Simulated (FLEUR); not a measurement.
```
Co
1.0
     2.48736    0.00000    0.00000
    -1.24368    2.15412    0.00000
     0.00000    0.00000    4.06329
Co
2
Direct
  0.33333 0.66667 0.74014
  0.66667 0.33333 0.25986
```

Space group P-3m1; a structure from a database of computed crystals, not necessarily the ambient phase; spin-polarised.

Theory: FLEUR MaX-R8.1 (later development tree), Kohn-Sham DFT of a periodic cell, SCAN, all-electron.

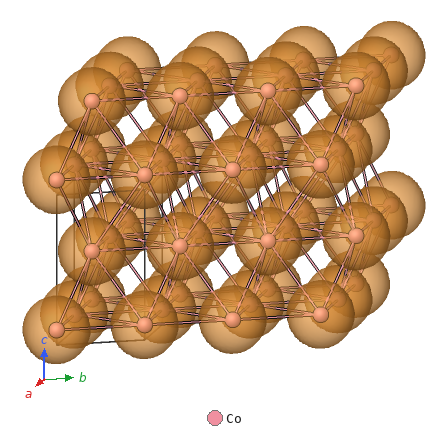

Co. Isosurface of the total electron density at 0.6 e/Å³ (orange), seen slightly off an axis. Sticks mark near contacts.

The calculation treats all electrons.

Question: Which contacts does the surface bridge?

Answer: At this value the density breaks into separate islands. It bridges none of the near contacts. It is pinched off along the sampled Co–Co (2.42 Å), Co–Co (2.49 Å) and Co–Co (2.55 Å) contacts. On the grid the lowest density along these lines, outside the cores, is 0.39 e/Å³ (Co–Co, 2.42 Å), 0.34 e/Å³ (Co–Co, 2.49 Å) and 0.3 e/Å³ (Co–Co, 2.55 Å).

Question: Which magnetic arrangement did the calculation end in?

Answer: Parallel moments (a ferromagnetic arrangement) in this solution; site moments Co: +1.9 μB (×2) in one cell of 2 atoms.
